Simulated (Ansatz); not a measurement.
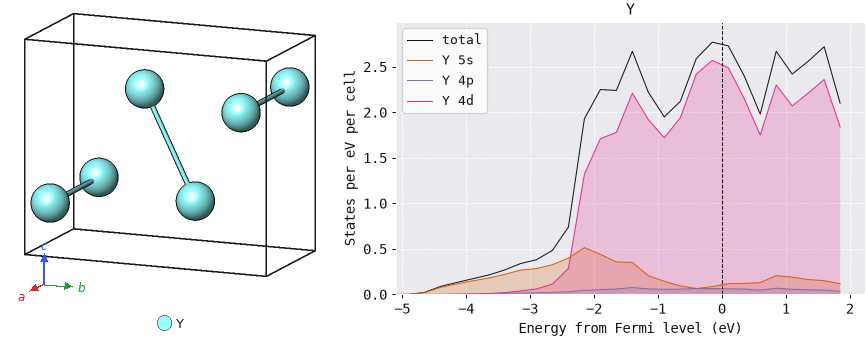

Density of states, beside the structure. Energies are counted from the Fermi level. The partial curves are projected on Löwdin-orthogonalised atomic shells.

System: Y, space group Cmcm (No. 63), 2 atoms in the cell, a structure borrowed from another compound.

```xyz
2
Lattice="2.9995 0.0000 0.0000 1.4998 -3.0835 0.0000 0.0000 0.0000 -5.2004" Properties=species:S:1:pos:R:3 pbc="T T T"
Y     1.4998   -2.4360   -3.9003
Y     2.9995   -0.6475   -1.3001
```

Ansatz; DFT with PBE, PAW plane waves, no spin polarisation, 12×12×7 k mesh, 420 eV cutoff, Fermi-Dirac smearing of 0.1 eV.

Question: Metal or insulator, and how many states lie at the Fermi level?

Answer: It is a metal. The density of states at the Fermi level is about 2.8 per eV and cell (mean within 0.25 eV), or 1.4 per atom.

Question: What carries the states at the Fermi level?

Answer: By projected weight, the states within 0.3 eV of the Fermi level are Y 4d almost alone.

The structure was built from a prototype or by substitution, so it need not be a known phase. The atoms aren't at rest in this cell (largest force 0.7 eV/Å), so the relaxed material can differ. The cell is at 18 GPa in this functional. The run has no spin polarisation, and a density of states this high at the Fermi level may favour a magnetic state.
